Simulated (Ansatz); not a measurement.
Ti₆H (slab)

The calculation's input:

```
crystal:
  lattice:
    - [2.8321726458, 0.0, 0.0]
    - [0.0, 4.5795363026, 0.0]
    - [0.0, 0.0, 23.5510893874]
  atoms:
    - { symbol: Ti, position: [0.5, 0.0, 0.1698435233] }
    - { symbol: Ti, position: [0.0, 0.5, 0.2259767339] }
    - { symbol: Ti, position: [0.5, 0.0, 0.2821099444] }
    - { symbol: Ti, position: [0.5, 0.5, 0.3394934593] }
    - { symbol: Ti, position: [0.0, 0.0, 0.3940191404] }
    - { symbol: Ti, position: [0.5, 0.5, 0.4480085492] }
    - { symbol: H, position: [1.0, 1.0, 0.5741173652] }
basis:
  ecutwfc: 420
kpoints:
  mp_grid: { grid: [9, 6, 1] }
hamiltonian:
  xc: pbe
scf:
  occupations: { method: gaussian, width: 0.1 }
output:
  forces: true
  eigenvalues: true
  write_density: true
  write_potential: true
  elf: true
  volumetric_format: npy
efield:
  axis: 3
  dipole_correction: true
  ramp_width: 0.04
```

Command:

```sh
ansatz run input.yaml --threads 1 --pin off --max-ram 3072MiB --backend cpu --events-out ev --progress --plain --runs-dir out
```

Not relaxed (largest force 0.6 eV/Å); computed without spin polarisation.

These are results of DFT PBE, scalar-relativistic, plane waves, PAW (Ansatz), not measurements.

In a PAW calculation such maps are meaningful between the atoms, not at the nuclei.

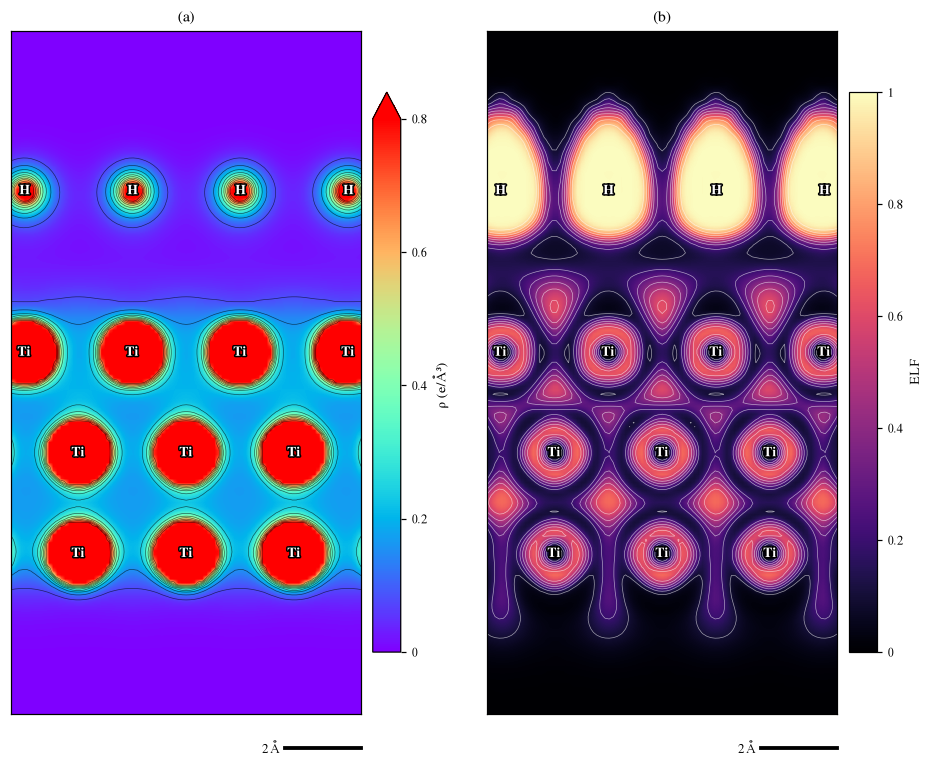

Figure 1. (a) valence electron density; (b) ELF on the (010) plane of the calculation cell, a cut from vacuum to vacuum.

Interpret the plot.

The plane passes through Ti and H nuclei.
H–H (2.83 Å): ρ is about 0.04 e/Å³ halfway; the ELF is about 0.25 at the midpoint.
Ti–Ti (2.64 Å): the density is about 0.23 e/Å³ at the midpoint; the ELF is about 0.15 at the midpoint (no localised pair shows between them).
Ti–Ti (2.83 Å): the density is about 0.21 e/Å³ at the midpoint; the ELF is about 0.25 at the midpoint (no localised pair shows between them).
The density dies away to nearly zero in the vacuum.
The features right at Ti lie inside the PAW spheres, where the map follows smoothed inner orbitals and isn't to be read closely.

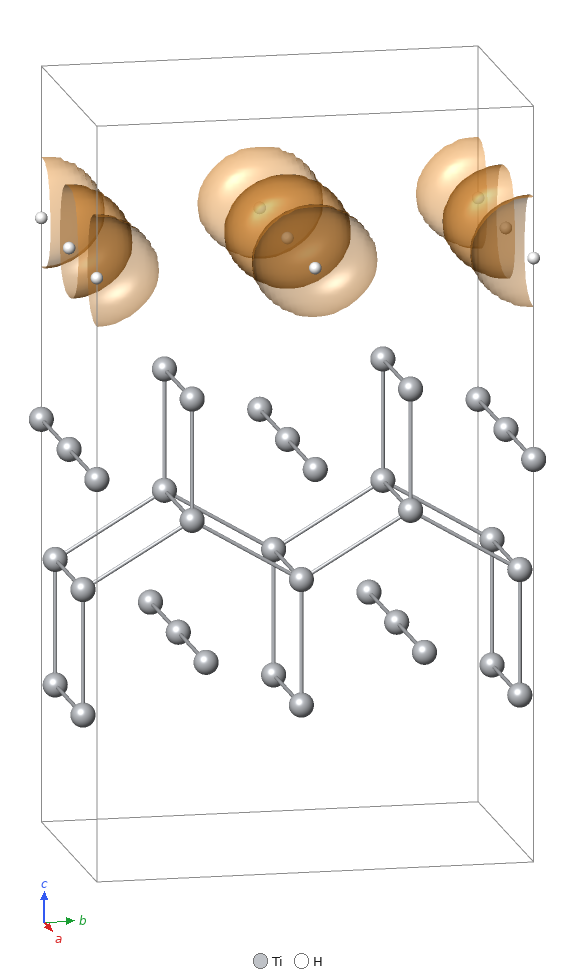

Figure 2. Isosurface of the ELF at 0.9 (orange), seen slightly off an axis. Only the valence region is drawn (cores and ρ < 0.01 e/Å³ removed). Sticks mark near contacts.

Identify the bonds, lone pairs and shells in this picture.

The surface consists of one region around a hydrogen nucleus, counted in one cell of 7 atoms. Counts are for one cell; the picture repeats the cell along the surface.


Ti–Ti (2.56 Å): the ELF is about 0.15 at the midpoint: no shared electron pair shows on this line.

Does the calculation make it a metal, or give it a gap?

It is metallic or semimetallic at this level of theory: no gap opens.
